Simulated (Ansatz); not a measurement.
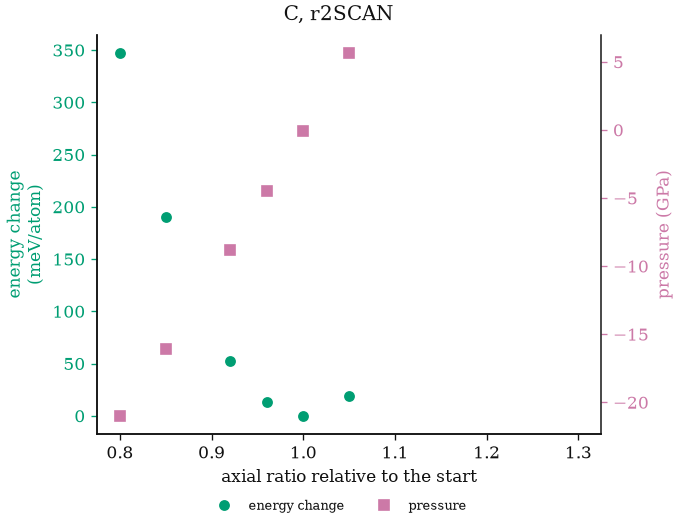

The plot gives the computed energy change and pressure against relative axial ratio for C, space group P6/mmm (No. 191).

Starting cell:
```yaml
crystal:
  lattice:
    - [2.45617, 0.00000, 0.00000]
    - [-1.22809, 2.12711, 0.00000]
    - [0.00000, 0.00000, 8.52380]
  atoms:
    - { symbol: C, position: [0.33333, 0.66667, 0.00000] }
    - { symbol: C, position: [0.66667, 0.33333, 0.00000] }
```

Calculation (Ansatz 0.2.0): deformation of a crystal at fixed volume, lengths along the axis scaled against those across it, fractional coordinates fixed, by plane-wave density functional theory with PAW datasets, free energies less that of the undisturbed cell, pressure positive in compression; scalar-relativistic. Level: r2SCAN, no spin polarisation.

- wave cutoff: 500 eV
- k mesh: 24×24×6
- occupations: Gaussian
- smearing width: 0.15 eV
- k shift: (0, 0, 0) (mesh steps)
- start: as given
- path: axial
- axis direction: (0, 0, 1) (Cartesian unit vector)

The points at relative axial ratio 1.10, 1.20 and 1.30 are left out of the plot. What values does the calculation give there?

```csv
axial ratio relative to the start,energy change (meV/atom),pressure (GPa)
1.10,74,11.5
1.20,284,23.4
1.30,612,35.8
```

Caveats: reference crystal is not relaxed; shape and atomic fractions are frozen while scaling, which makes layered, chain and framework solids too stiff.
